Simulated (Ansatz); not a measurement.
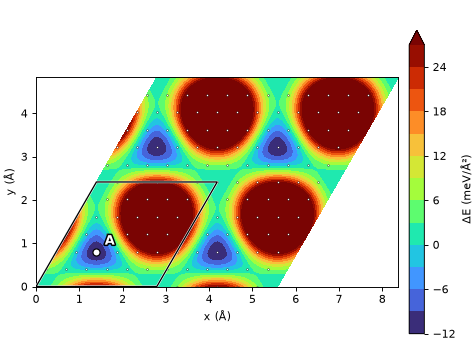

Al (P6_3/mmc, No. 194; 6 atoms in the cell). Gamma surface: rigid slide across a plane, one fault a cell; the plane is (0 0 1) of the conventional cell. Places are given modulo a cell vector. The map is drawn in real space over the plane of the slide. Nothing is relaxed (rigid halves, spacing across the cut fixed). Grid: 6 × 6 points; 10 points were computed and 26 follow by symmetry. Energies are in meV/Å², from the perfect crystal. Computed with Ansatz 0.2.0, DFT PBEsol+D3(BJ), scalar-relativistic, plane waves, PAW. Settings: cutoff 420 eV, k-mesh 18×18×4 in the order of the run's cell vectors, gaussian smearing 0.15 eV, no spin polarisation.

The picture shows filled contours, dots at the grid points, the outline of one cell of the 2 × 2 shown, one colour for all values above the top of the scale, the point A. Between grid points the surface is interpolated.

What is the easiest way out of the well at A, and how high is the barrier?

Answer. The easiest path leads from the well at (2/6, 2/6) of the cell vectors to the well at (0/6, 0/6) of the cell vectors, about 12 meV/Å² higher. Its highest point lies about 14 meV/Å² above the bottom of the first well on the interpolated surface, at about (0.13, 0.13) of the cell vectors. Seen from the upper well the barrier is about 2.8 meV/Å². This is the barrier on the constrained surface; relaxing the other coordinates would change it.

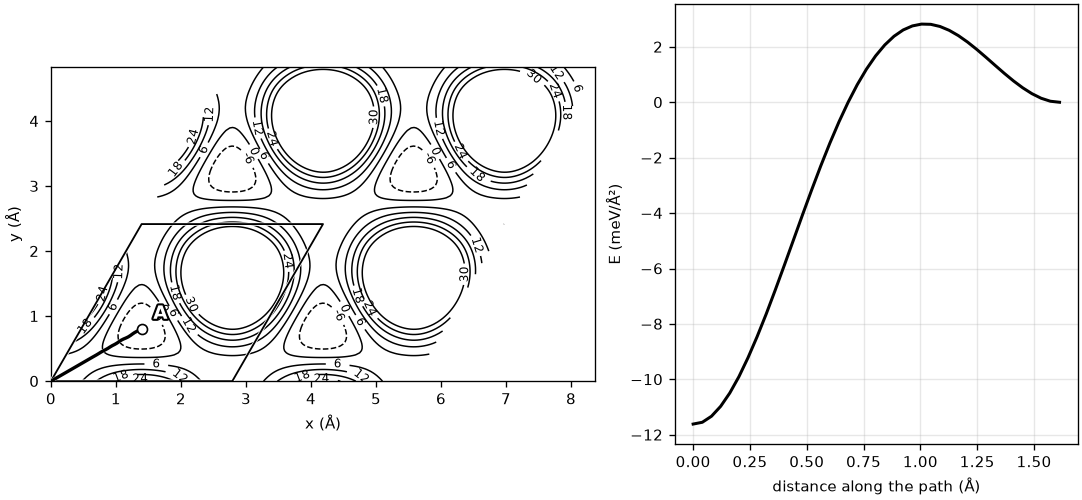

Drawn: contour lines labelled in meV/Å² (none above 30), a line along the lowest path, the outline of one cell of the 2 × 2 shown, the energy along the path at the right. Between grid points the surface is interpolated.

PAW datasets: the set soft_1.
